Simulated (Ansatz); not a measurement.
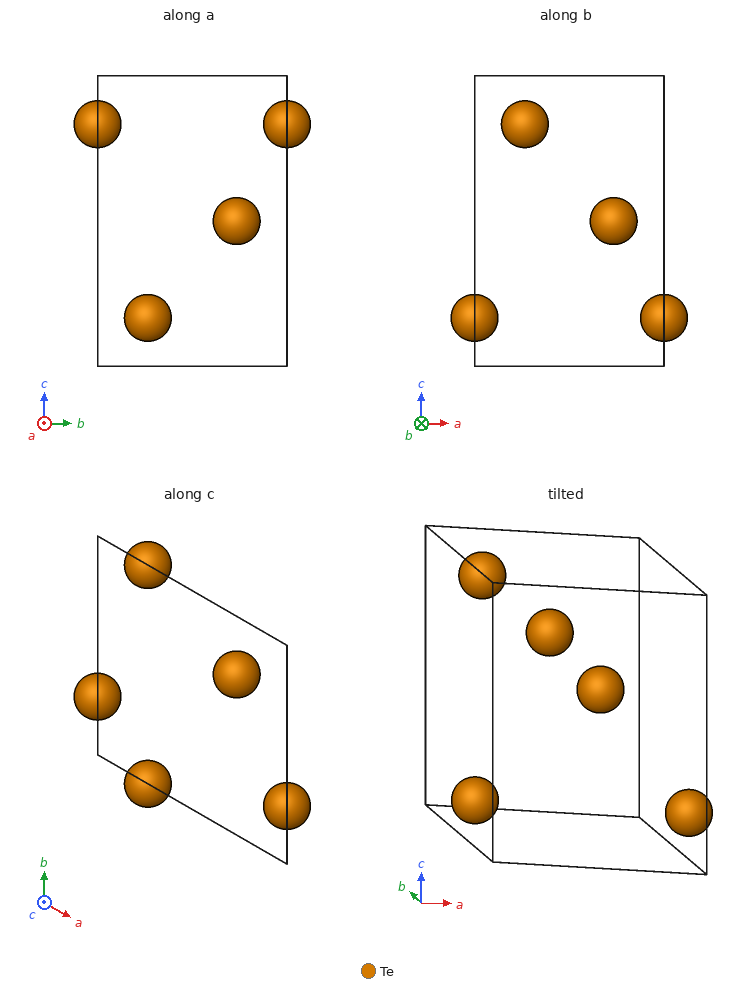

The image is a ball-and-stick drawing of a crystal, viewed along the a axis, along the b axis, along the c axis and slightly off an axis. The frame is the conventional unit cell; atoms at its boundary are shown with their periodic copies.

Lattice parameters: a = 4.4583 Å, b = 4.4583 Å, c = 5.9212 Å, α = 90.000°, β = 90.000°, γ = 120.000°.

Transcribe the picture into a CIF in P1 with every atom of the cell, with free fractional coordinates to two decimals.

Answer.
```cif
data_structure
_symmetry_space_group_name_H-M 'P 1'
_symmetry_Int_Tables_number 1
_cell_length_a 4.4583
_cell_length_b 4.4583
_cell_length_c 5.9212
_cell_angle_alpha 90.000
_cell_angle_beta 90.000
_cell_angle_gamma 120.000
_cell_volume 101.92
loop_
_atom_site_label
_atom_site_type_symbol
_atom_site_fract_x
_atom_site_fract_y
_atom_site_fract_z
_atom_site_occupancy
Te1 Te 0.27 0.00 0.8333 1
Te2 Te 0.00 0.27 0.1667 1
Te3 Te 0.73 0.73 0.50 1
```

The cell started as a structure type known for this element. Earlier steps of the study may have refined or changed the cell and positions. It went into a calculation with Ansatz.
